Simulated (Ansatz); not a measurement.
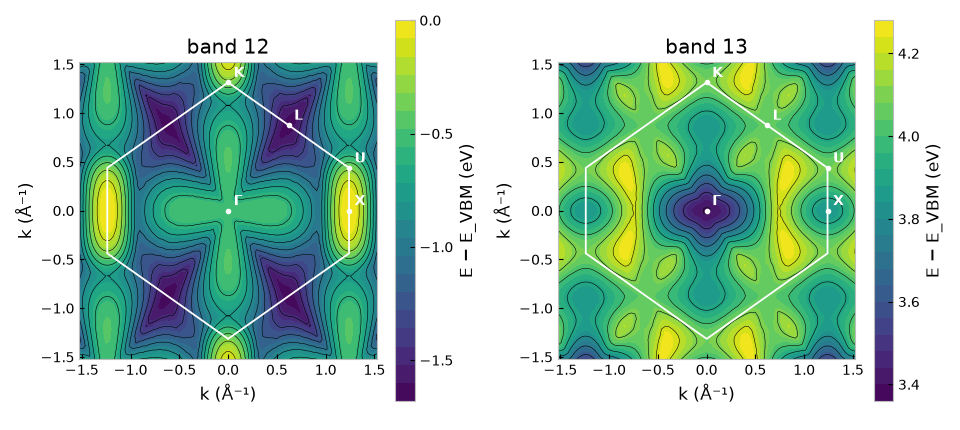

Two bands of ZrO2 (Fm-3m) over the plane through Γ, X and L: the highest mostly filled and the lowest mostly empty one.

These are results of DFT PBE, scalar-relativistic, plane waves, PAW; levels and slopes on a dense k mesh at the converged density in Ansatz 0.2.0, not measurements. No spin polarisation. k mesh for the levels: 34×34×34. The geometry was not relaxed (residual pressure 7 GPa).

**Give both levels and their distance at the named points.**

| point | lower band (eV) | upper band (eV) | distance (eV) |
| --- | --- | --- | --- |
| Γ | −0.54 | 3.39 | 3.93 |
| X | 0.00 | 3.84 | 3.84 |
| L | −1.65 | 4.04 | 5.69 |

**Where are the band edges of the whole zone?**

The valence band has three equivalent maxima at X, principal masses 0.28, 3.14 and 3.14 mₑ; the conduction band has one minimum at Γ, two bands meeting there, with masses of 0.48 and 2.05 mₑ for the two bands, each the same along x, y and z. The gap is indirect, 3.39 eV at this level of theory, which underestimates gaps and can reorder valleys that lie close.

Spin-orbit coupling, left out here, can change the gap, its kind, the place of the band edges and the masses, since the compound holds Zr.
